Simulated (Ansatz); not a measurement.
System W (space group R-3m, No. 166); source of the atomic positions: the geometry relaxed with Ansatz 0.2.0, DFT r2SCAN, scalar-relativistic, plane waves, PAW; the starting structure was generated, so it need not be a known form of this composition.

```yaml
crystal:
  lattice:
    - [2.76209, 0.00000, 0.00000]
    - [-1.38105, 2.39204, 0.00000]
    - [0.00000, 0.00000, 22.16168]
  atoms:
    - { symbol: W, position: [0.00000, 0.00000, 0.00000] }
    - { symbol: W, position: [0.33333, 0.66667, 0.88904] }
    - { symbol: W, position: [0.00000, 0.00000, 0.77763] }
    - { symbol: W, position: [0.66667, 0.33333, 0.33333] }
    - { symbol: W, position: [0.00000, 0.00000, 0.22237] }
    - { symbol: W, position: [0.66667, 0.33333, 0.11096] }
    - { symbol: W, position: [0.33333, 0.66667, 0.66667] }
    - { symbol: W, position: [0.66667, 0.33333, 0.55571] }
    - { symbol: W, position: [0.33333, 0.66667, 0.44429] }
```

Describe the stacking along c, with columns A (0, 0), B (1/3, 2/3), C (2/3, 1/3) of the hexagonal mesh.

W(A) – W(C) – W(A) – W(C) – W(B) – W(C) – W(B) – W(A) – W(B) (nine layers in 22.16 Å).

As equal spheres, ACACBCBAB: a mixed close packing, (chh) in Jagodzinski's notation.

Polytype symbol 9R, Ramsdell's symbol (number of layers in the repeat and lattice).

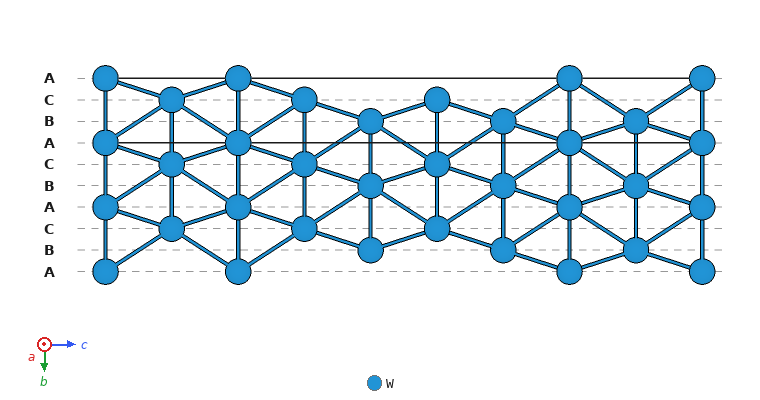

Projection along an edge of the hexagonal mesh, stacking direction c to the right. The dashed lines mark the three columns A (0, 0), B (1/3, 2/3) and C (2/3, 1/3). The sequence starts with the first layer at or above the cell's origin.
